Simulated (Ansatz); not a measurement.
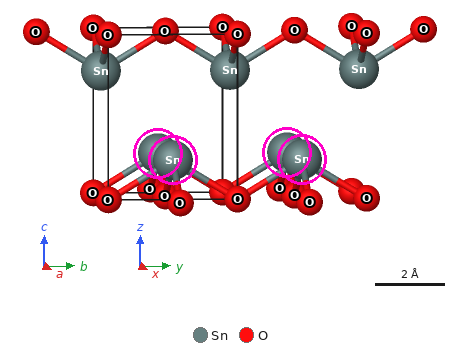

A scan of solid SnO (P4/nmm): Sn1 (one in each cell of 4 atoms) is moved over the plane of the Cartesian directions y and z, all else fixed. The picture shows the reference cell. The ringed atoms are those of the scanned coordinate. A ball-and-stick model of the cell of the calculation, repeated 1 × 2 × 1 with one cell outlined, seen nearly along the normal of the scanned plane.

Computed with DFT PBEsol+D3(BJ), scalar-relativistic, plane waves, PAW (Ansatz 0.2.0). (plane-wave cutoff 420 eV; k-point mesh 12 × 12 × 10; occupations gaussian; smearing width 0.15 eV; no spin polarisation). Energies (free energies at the smearing named) are counted from the cell as listed in its source, which wasn't relaxed.

```
CELL_PARAMETERS angstrom
3.80200 0.00000 0.00000
0.00000 3.80200 0.00000
0.00000 0.00000 4.83600
ATOMIC_POSITIONS crystal
Sn 0.00000 0.50000 0.23850
Sn 0.50000 0.00000 0.76150
O 0.00000 0.00000 0.00000
O 0.50000 0.50000 0.00000
```

**Predict the energy profile on a grid with rows −0.450, −0.225, 0.000, 0.225, 0.450 and columns −0.450, −0.225, 0.000, 0.225, 0.450 (displacement along y (Å); displacement along z (Å)).**

Rows: displacement along y (Å); columns: displacement along z (Å); values in eV/cell.

|  | −0.450 | −0.225 | 0.000 | 0.225 | 0.450 |
| --- | --- | --- | --- | --- | --- |
| −0.450 | 4.33 | 1.90 | 0.71 | 0.55 | 1.07 |
| −0.225 | 1.99 | 0.65 | 0.13 | 0.32 | 0.98 |
| 0.000 | 1.45 | 0.36 | 0.00 | 0.27 | 0.96 |
| 0.225 | 1.99 | 0.65 | 0.13 | 0.32 | 0.98 |
| 0.450 | 4.33 | 1.90 | 0.71 | 0.55 | 1.07 |

In pairs of (displacement along y (Å); displacement along z (Å)): the lowest computed point lies at (0.000, 0.000) (0.00 eV/cell), the highest at (−0.450, −0.450), (0.450, −0.450) (4.33 eV/cell).  Over the ranges scanned the energy rises more along the second axis, the displacement along z.

As a map, interpolated between the computed points (dots):

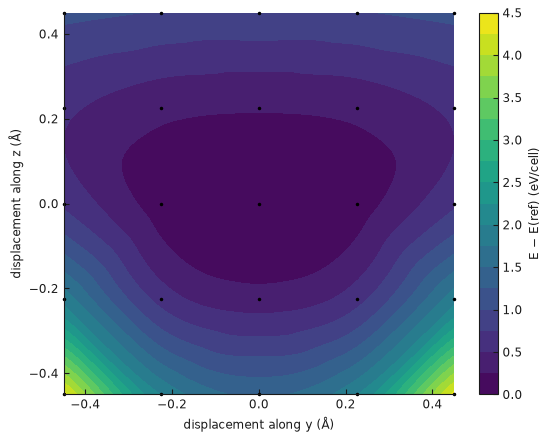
